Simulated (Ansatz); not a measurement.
# PtTe2: single-point calculation (part 2 of 2)

The same run, continued: PtTe2 (P-3m1, 3 atoms in the cell); DFT r2SCAN+U, scalar-relativistic, plane waves, PAW, Ueff = 1 eV on Pt atom 3 d, spin-polarised (Ansatz 0.2.0); cutoff 500 eV, 6×6×4 k-mesh, Gaussian smearing of 0.05 eV, collinear spins. The structure derives from an entry of the Crystallography Open Database. It belongs to a series of runs on one base structure; here: natural orbitals of the symmetric run, filled by rank.

Geometry of the input (Å; fractional positions):
```
4.0180  0.0000  0.0000
-2.0090  3.4797  0.0000
0.0000  0.0000  5.2120
Te 0.3333  0.6667  0.2500
Te 0.6667  0.3333  0.7500
Pt 0.0000  0.0000  0.0000
```

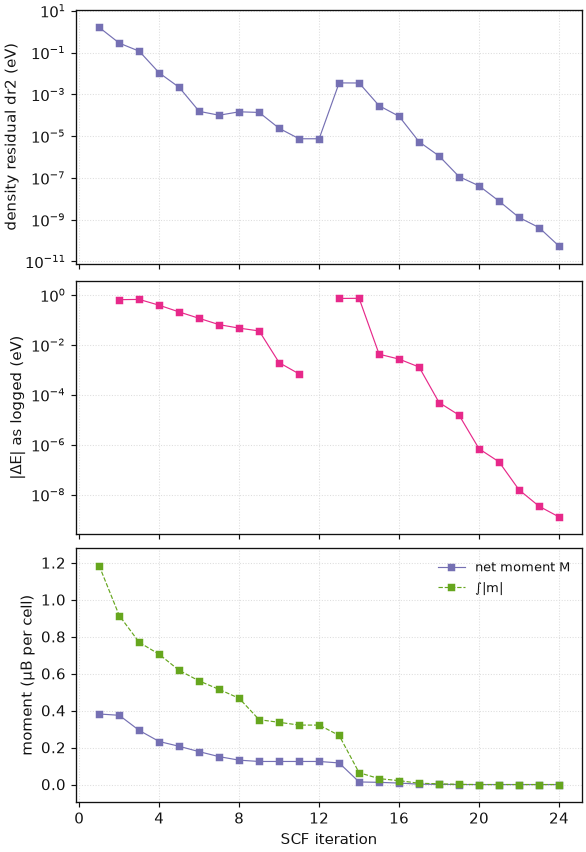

*Convergence of the self-consistent field: density residual dr2, size of the energy change and magnetic moment against the SCF iteration.*

The residual comes down, with one marked jump up, by a factor of about 500, at step 13. The net moment goes from 0.4 to 0.0 μB per cell, and ∫|m| falls to zero.

```
this state was not tested for a lower state beside it, because the mixer in use, unlike msr1, does not test its closes by its own steps (another_mixer; see scf.mixing.algorithm and scf.lower_state_search)
SCF converged after 24 iterations
Magnetization: -0.0000 μB (25.0000 up, 25.0000 down)
Absolute magnetization: 0.0000 μB (∫|ρ↑−ρ↓|, with the PAW one-centre terms)
Spin contamination: 0.0000 ħ² per cell (⟨S²⟩ above its minimum at these occupations)
Per-site moments (μB) at R_I (Å): [(-1.5785499591496513e-6, 1.0975328539957738), (-1.5785499590697346e-6, 1.0975328539957738), (2.2807197460120272e-7, 1.0975328539957738)]
Free energy (F): -26527.216877 eV
Harris-Foulkes:  -26527.216877 eV  (|F-HF|=1.27e-10)
Internal energy: -26527.216139 eV  (E = F + TS)
E sigma→0 (E₀):  -26527.216508 eV
Entropy (-TS):   -0.000738 eV (-0.246 meV/atom)
Fermi energy:    13.906854 eV
--- Per-component energies (eV) ---
  E_band       = -740.538857
  E_kinetic    = 1003.412151
  E_local      = -4562.167897  (includes V_loc(G=0)·N_el)
  E_nonlocal   = -419.567801
  E_hartree    = 2426.271748
  E_xc         = -482.847480
  E_vxc        = -564.700071  (∫ρ·V_xc dr)
  E_hubbard    = 0.415654  (on-site DFT+U / exact-exchange correction)
  E_vhub       = -3.652017  (the Hubbard potential's part of the band-sum identity)
  E_paw        = -18853.652149  (= ΣΔE_a)
  E_vpaw       = -1081.935749  (= ΣTr[D̂ρ^β])
  E_aug_tail   = 0.000093  (compensation charges beyond the density's cutoff)
  E_vtau       = 35.529100  (kinetic-family band-sum trace: ∫τ·v_τ [+ j·A + Jᵃ·Aᵃ] dr)
  E_ewald      = -5639.418675
  E_core_change = 0.338216  (= ΣΔE_core)
  E_smearing   = -0.000738  (= −TS)
  E_closure    = 0.000000  (closes the sum)
  Σ components = -26527.216877   (vs F -26527.216877, Δ=0.00e0)
--- Specified on-site occupations, and those of the state reported ---
  electrons in the specified blocks: 5.9000 specified, 8.9667 found
  site 2 (l=d) ↓: largest change of an orbital's occupation 0.9571; electrons 1.0500 specified, 4.4833 found; spectral distance 1.7247
  site 2 (l=d) ↑: largest change of an orbital's occupation 0.1929; electrons 4.8500 specified, 4.4833 found; spectral distance 0.2730
--- Forces (eV/Å), atoms counted from 1 ---
  atom   1  Te    -0.00000000     0.00000028     0.82433737
  atom   2  Te     0.00000000    -0.00000028    -0.82433737
  atom   3  Pt    -0.00000000     0.00000000     0.00000000
  max |Σ_I F_I| component: 1.58e-30 eV/Å
--- Stress (GPa, compression-positive) ---
        6.050286       0.000000       0.000000
        0.000000       6.050273      -0.000001
        0.000000      -0.000001       6.211122
  P = ⅓ Tr σ = 6.1039 GPa (61.039 kbar)
--- Band table (eV; the first three rows and the last of 94) ---
  k-point 0 ↑: bands = ["-87.4780", "-41.1627", "-41.1627", "-41.0298", "-24.7280", "-24.7280", "-24.7093", "-24.7093", "-24.7088", "-24.7082", "-24.7082", "-24.7049", "-24.6958", "-24.6958", "-0.9665", "2.7766", "6.5526", "7.3424", "7.3425", "9.2961", "9.2961", "10.7110", "13.2096", "13.2096", "15.0258", "15.0258", "15.2903", "16.9505", "18.7599", "20.0799", "20.0799", "23.9179", "24.0340"]
  k-point 1 ↑: bands = ["-87.4780", "-41.1627", "-41.1627", "-41.0298", "-24.7253", "-24.7253", "-24.7105", "-24.7105", "-24.7100", "-24.7100", "-24.7082", "-24.7054", "-24.6956", "-24.6956", "-0.6923", "1.9149", "7.3825", "7.3825", "7.5898", "9.2763", "9.2763", "10.8917", "12.8627", "12.8627", "14.0242", "15.5975", "15.5975", "17.4214", "19.5091", "19.6702", "19.6702", "22.6833", "22.7932"]
  k-point 2 ↑: bands = ["-87.4780", "-41.1627", "-41.1627", "-41.0298", "-24.7208", "-24.7208", "-24.7144", "-24.7144", "-24.7108", "-24.7108", "-24.7072", "-24.7064", "-24.6953", "-24.6953", "-0.2266", "1.0298", "7.4237", "7.4237", "8.5532", "9.2578", "9.2578", "11.5275", "12.4172", "12.5949", "12.5949", "16.1961", "16.1961", "18.2853", "19.1460", "19.1460", "20.1386", "21.3034", "21.6335"]
  k-point 46 ↓: bands = ["-87.4780", "-41.1662", "-41.1643", "-41.0295", "-24.7262", "-24.7196", "-24.7178", "-24.7118", "-24.7091", "-24.7057", "-24.7051", "-24.6996", "-24.6968", "-24.6948", "1.1220", "1.5542", "6.8520", "7.6417", "8.2138", "8.5996", "9.2915", "9.6018", "10.0152", "11.0695", "11.9013", "14.4349", "15.9437", "18.3982", "19.6909", "20.8309", "21.9425", "22.8723", "23.8645"]
Occupation matrices written to [file]
--- Löwdin populations: 3 sites ---
  site symbol       q [e]    m [muB]
     0     Te     15.9671    -0.0000
     1     Te     15.9671    -0.0000
     2     Pt     17.7994     0.0000
  spilling = 0.005329 (of n_electrons = 50.000000)
--- Occupation matrices: 1 shell (run DFT+U table (all-electron-ortho-atomic); ε = 5.37e-4) ---
  Pt2 d_5D: site group D3d (-3m)
  Pt2 d_5D up     Tr n = 4.4833  λ = 0.777 0.777 0.975 0.977 0.977  [2× xz 0.30 Eg(1.00) | z2 1.00 A1g(1.00) | 2× xy 0.30 Eg(1.00)]
  Pt2 d_5D dn     Tr n = 4.4833  λ = 0.777 0.777 0.975 0.977 0.977  [2× yz 0.30 Eg(1.00) | z2 1.00 A1g(1.00) | 2× x2-y2 0.30 Eg(1.00)]
  specified occupation → Pt2 d_5D up: matrix, ‖Δ‖_F = 0.2730, Tr Δ = +0.3667, displaced = 0.2024, d_λ = 0.2730; orbital distance = 0.0000
  specified occupation → Pt2 d_5D dn: matrix, ‖Δ‖_F = 1.7247, Tr Δ = -3.4333, displaced = 1.7167, d_λ = 1.7247; orbital distance = 0.7071
  Tr n, λ and their labels are of the run-group-symmetrised matrices; stabiliser: 24 of 24 elements of G0×{1,Θ} (closed), max defect 4.7e-7 at τ = 1.1e-4
```

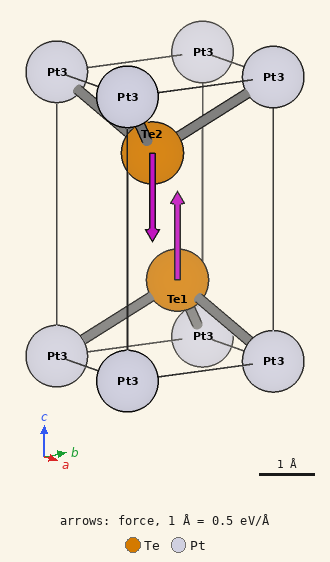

*Forces on the atoms as pink arrows (ball-and-stick view of the cell of the calculation, seen slightly off an axis; atoms are numbered from 1 in the order of the input).*

The largest act on Te1, Te2 (0.82 eV/Å). The geometry is not a stationary point of this energy.

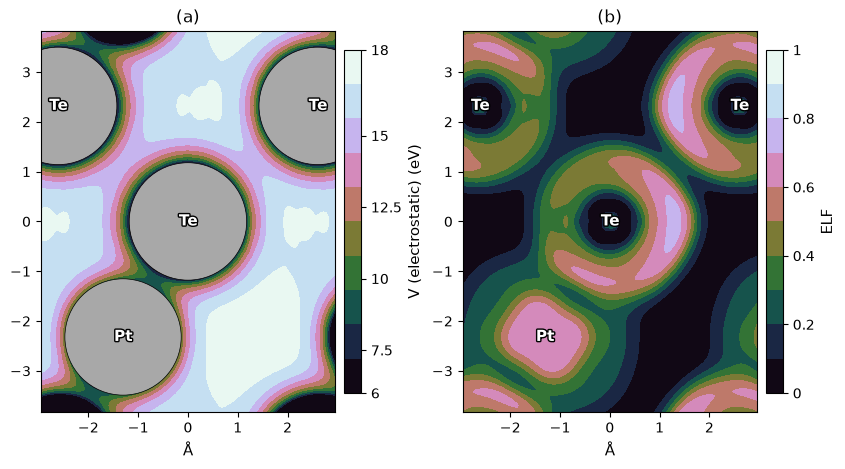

*(a) electrostatic potential energy of an electron; (b) ELF on the (110) plane of the conventional cell. Grey discs, where drawn, cover atomic cores.*

Atoms in the plane: Te and Pt. Te–Pt (2.66 Å): the ELF is about 0.55 at the midpoint. The strong features right at Pt lie inside the PAW spheres (semicore, d or f shells) and say nothing about bonding. Outside the cores the potential energy rises away from the atoms and is highest about 2.6 Å from the nearest atoms; outside the discs it spans about 11 eV, and its zero is arbitrary. The fields are those of the smooth PAW valence density.

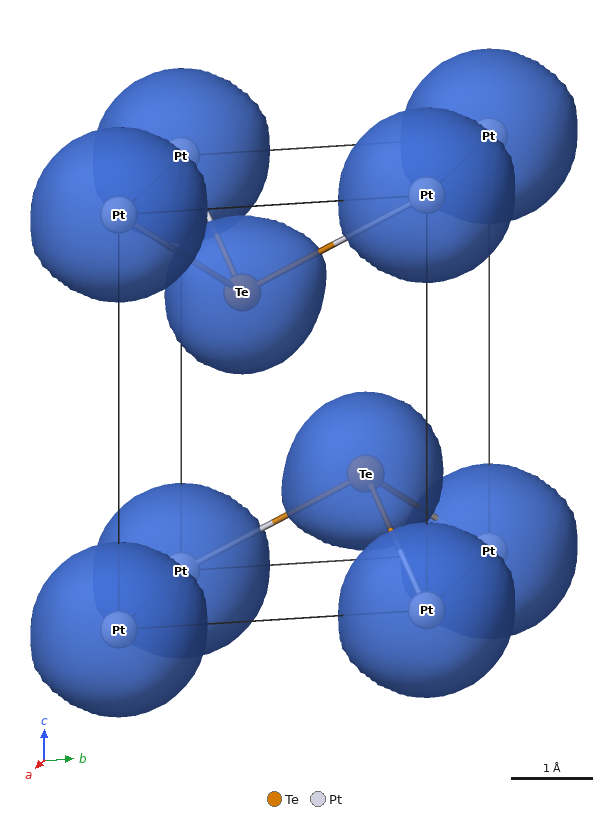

*Isosurface of the valence pseudo-density at 0.6 e/Å³ (blue), seen slightly off an axis. Sticks mark near contacts. The outline is the cell set on symmetry axes.*

At this value the density breaks into separate islands; it holds about 75 % of the electrons treated as valence (semicore included). It is pinched off along the Te–Pt (2.66 Å) contacts. On the grid the lowest density along these lines, outside the cores, is 0.52 e/Å³ (Te–Pt, 2.66 Å).

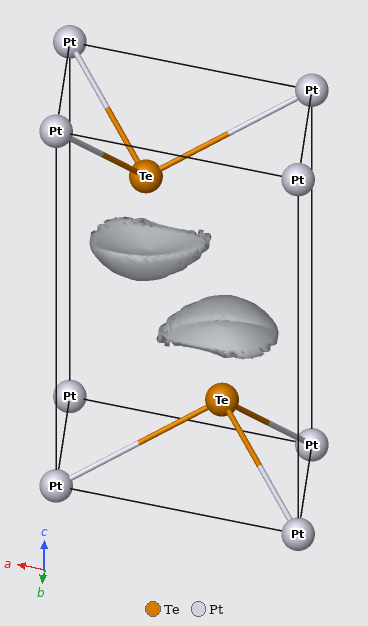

*Isosurface of the ELF at 0.65 (grey), seen at an oblique angle. Core shells and regions of very low density are left out. Sticks mark near contacts. The outline is the cell set on symmetry axes.*

Values along the shortest contacts: Te–Pt (2.66 Å): the ELF is about 0.55 at the midpoint.

### Key numbers

- outcome: converged
- space group (tolerance 0.01 Å): P-3m1 (164)
- electrons treated: 50
- free energy: −26527.2169 eV
- Fermi energy: 13.907 eV
- gap on the k-point mesh: none (metallic)
- net moment of the cell: 0.00 μB
- integrated absolute moment: 0.00 μB
- pressure: 6.10 GPa
- largest force (length of the vector): 0.824 eV/Å
- wall time: 18 s (CPU time 66 s)
- peak memory: 0.82 GiB

### Notes

Warnings of the run: some starting moments were not kept; the typed occupations were not kept; the state was not tested for a lower one; the occupation matrices lower the symmetry. Spin–orbit coupling is left out, which matters for Pt. The cell is under a pressure of 6.1 GPa at this level, so it is not at its equilibrium volume.
